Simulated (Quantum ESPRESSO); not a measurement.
## HfB2: 7 runs along one coordinate

System: HfB2 (P6/mmm, 3 atoms in the cell).
Method: Kohn-Sham DFT of a periodic cell, PBE, SSSP 1.3 efficiency PBE, no spin polarisation (Quantum ESPRESSO 7.5).

The 7 runs differ only in the geometry, by an even scaling of the cell at fixed fractional positions. The structure derives from an entry of the Crystallography Open Database.

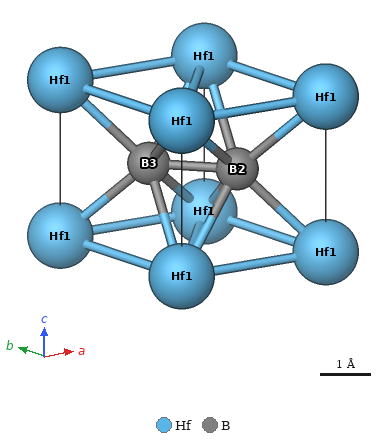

Figure 1. The structure of run 4 (ball-and-stick view of the cell of the calculation, seen at an oblique angle; atoms are numbered from 1 in the order of the input).

**Input file of run 4**
```
&CONTROL
  calculation = 'scf'
  prefix = 'pwscf'
  outdir = './tmp'
  pseudo_dir = './pseudo'
  tprnfor = .true.
  tstress = .true.
  disk_io = 'low'
/
&SYSTEM
  ibrav = 0
  nat = 3
  ntyp = 2
  ecutwfc = 60
  ecutrho = 440
  nbnd = 15
  occupations = 'smearing'
  smearing = 'fd'
  degauss = 0.00367493
/
&ELECTRONS
  conv_thr = 6d-10
  electron_maxstep = 120
  mixing_beta = 0.5
/
ATOMIC_SPECIES
Hf   178.4900 Hf-sp.oncvpsp.upf
B     10.8100 b_pbe_v1.4.uspp.F.UPF
CELL_PARAMETERS angstrom
   3.1400000000    0.0000000000    0.0000000000
  -1.5700000000    2.7193197679    0.0000000000
   0.0000000000    0.0000000000    3.4800000000
ATOMIC_POSITIONS crystal
Hf     0.0000000000    0.0000000000    0.0000000000
B      0.6666666667    0.3333333333    0.5000000000
B      0.3333333333    0.6666666667    0.5000000000
K_POINTS automatic
10 10 8 0 0 0
```

**File pp_density.in of run 4**
```
&INPUTPP
  prefix = 'pwscf'
  outdir = './tmp'
  filplot = 'density.dat'
  plot_num = 0
/
&PLOT
  nfile = 1
  filepp(1) = 'density.dat'
  iflag = 3
  output_format = 6
  fileout = 'density.cube'
/
```

**File pp_potential.in of run 4**
```
&INPUTPP
  prefix = 'pwscf'
  outdir = './tmp'
  filplot = 'potential.dat'
  plot_num = 11
/
&PLOT
  nfile = 1
  filepp(1) = 'potential.dat'
  iflag = 3
  output_format = 6
  fileout = 'potential.cube'
/
```

Command:
```bash
OMP_NUM_THREADS=1 pw.x -in pw.in > pw.out
OMP_NUM_THREADS=1 pp.x -in pp_density.in > pp_density.out
OMP_NUM_THREADS=1 pp.x -in pp_potential.in > pp_potential.out
```

Run 3 has the same physical settings and fractional positions; its lattice vectors (Å) are:
```
   3.118926    0.000000    0.000000
  -1.559463    2.701069    0.000000
   0.000000    0.000000    3.456644
```

**Results, with one run withheld**

```tsv
run	volume per atom (Å³)	free energy per atom, from the lowest run given (meV)	pressure (GPa)
1	9.311	38.24	19.63
2	9.509	17.98	13.05
3	9.707	?	?
4	9.905	0.00	1.67
5	10.103	0.92	−3.25
6	10.301	7.63	−7.71
7	10.499	19.61	−11.76
```

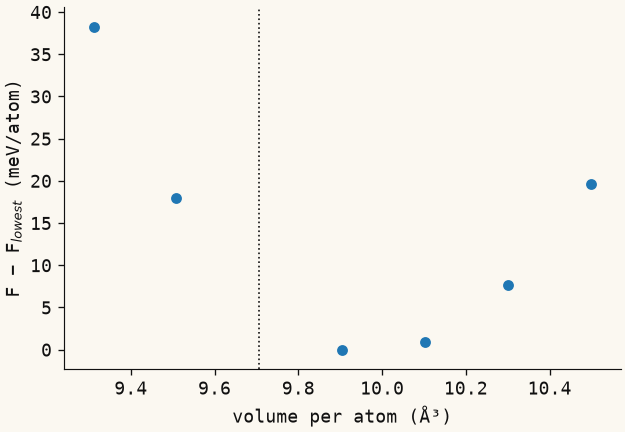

Figure 2. Free energy per atom of the runs given; the dotted line marks run 3.

Estimate the energy of run 3 from the others.

A cubic polynomial in V^(−2/3) (the Birch–Murnaghan form), fitted to the 6 runs given, misses them by under 0.01 meV per atom. With x = V^(−2/3) − 0.21655 Å⁻², it reads F = −0.17244 + 549.55 x + 3.7785e+05 x² − 1.2052e+05 x³ (meV per atom). At run 3 it gives 5.47 meV per atom, and the run itself gives 5.47. The slope of the fit gives a pressure −dF/dV of 7.18 GPa there, and the run prints 7.08 GPa. The two needn't agree exactly: the fit is approximate, and the printed stress is taken on a finite basis. The fit has its minimum at 9.974 Å³ per atom, where V d²F/dV² gives 251 GPa. Cell shape and fractional positions are held, so this is the stiffness under even scaling; the relaxed bulk modulus wasn't computed.

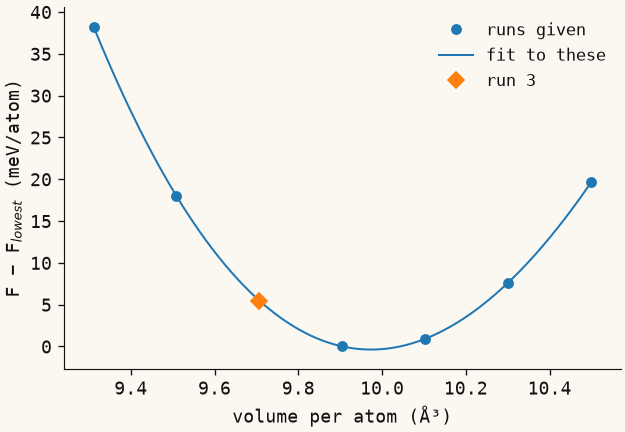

Figure 3. The fit and the withheld run.

**Some lines of the output (run 3)**
```
[...]
     unit-cell volume          =     196.5133 (a.u.)^3
     number of k points=    70  Fermi-Dirac smearing, width (Ry)=  0.0037
     total energy              =    -125.75886040 Ry
     total energy              =    -125.83258399 Ry
     total energy              =    -125.83645379 Ry
     total energy              =    -125.83660251 Ry
     total energy              =    -125.83661311 Ry
     total energy              =    -125.83661418 Ry
     total energy              =    -125.83661422 Ry
     the Fermi energy is    16.7569 ev
!    total energy              =    -125.83661422 Ry
     The total energy is F=E-TS. E is the sum of the following terms:
     Computing stress (Cartesian axis) and pressure
          total   stress  (Ry/bohr**3)                   (kbar)     P=       70.81
```

Notes: Spin–orbit coupling is left out, which matters for Hf.
